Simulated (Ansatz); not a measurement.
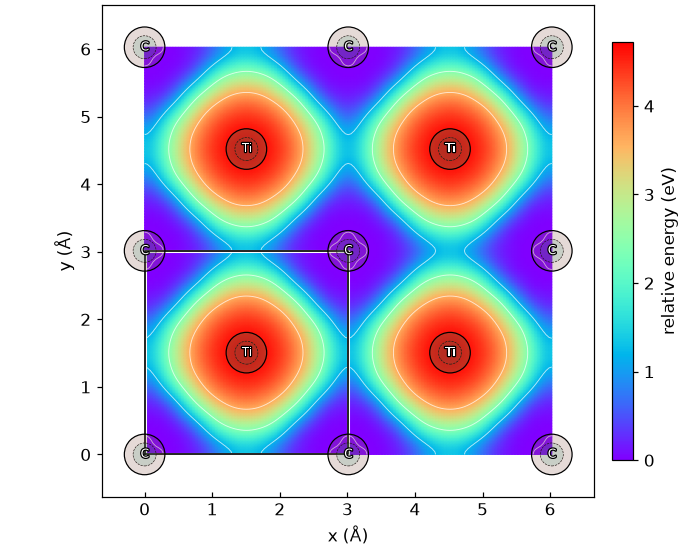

C on a TiC(100) slab cut from the Fm-3m phase, its upper half relaxed before the scan (24 atoms of substrate and one adsorbate in a 2 × 2 cell). C is moved over the surface cell; relaxed at each place: the height of the adsorbate's atoms; substrate rigid; the origin of the map has the adsorbate above C21. Places are given modulo a cell vector. The map is drawn in real space over the plane of the surface. Grid: 8 × 8 points; 15 points were computed and 49 follow by symmetry. Places are given in fractions of the 1 × 1 surface cell. Energies are in eV, from the lowest grid point. The calculation used DFT LDA, scalar-relativistic, plane waves, PAW (Ansatz). Settings: cutoff 420 eV, k-mesh 5×5×1, gaussian smearing 0.1 eV, no spin polarisation.

Drawn: a smooth colour map with a few white contour lines, labelled circles for the atoms of the top layer and small ones for the second layer, the outline of one cell of the 2 × 2 shown. Between grid points the surface is interpolated.

The lowest grid point is at the top site over a surface C atom, (0/8, 0/8) of the cell vectors. It is the only kind of minimum in the scanned range. The highest grid point, the top site over a surface Ti atom, (4/8, 4/8) of the cell vectors, lies 4.73 eV above the lowest. On the interpolated surface the easiest way out of the lowest well to its copy in the next cell or period passes a barrier of about 1.3 eV. At the lowest point the adsorbate has 1 C at 1.29 Å as nearest neighbours, at the highest 1 Ti at 1.94 Å. Its relaxed height above the top atom is 1.29 Å at the lowest and 1.84 Å at the highest point.

The level of theory is changed to Ansatz 0.2.0, DFT PBE, scalar-relativistic, plane waves, PAW; with it change the cell, relaxed at the new level (first cell vector 6.128 Å, before 6.026 Å); the new grid has 6 × 6 points.

What does this change do to the map?

Answer. The lowest place stays at the top site over a surface C atom, (0/6, 0/6) of the cell vectors. The span from the lowest to the highest grid point shrinks from 4.73 to 4.45 eV. The easiest pass out of the lowest well stays at about 1.3 eV. In the new map: at the lowest point the adsorbate has 1 C at 1.31 Å as nearest neighbours, at the highest 1 Ti at 1.98 Å. Its relaxed height above the top atom is 1.31 Å at the lowest and 1.88 Å at the highest point.

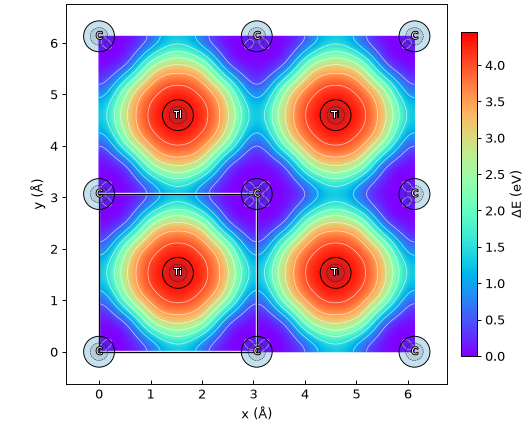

The map after the change, on a colour scale of its own. Drawn: a smooth colour map with a few white contour lines, labelled circles for the atoms of the top layer and small ones for the second layer, the outline of one cell of the 2 × 2 shown. Between grid points the surface is interpolated.
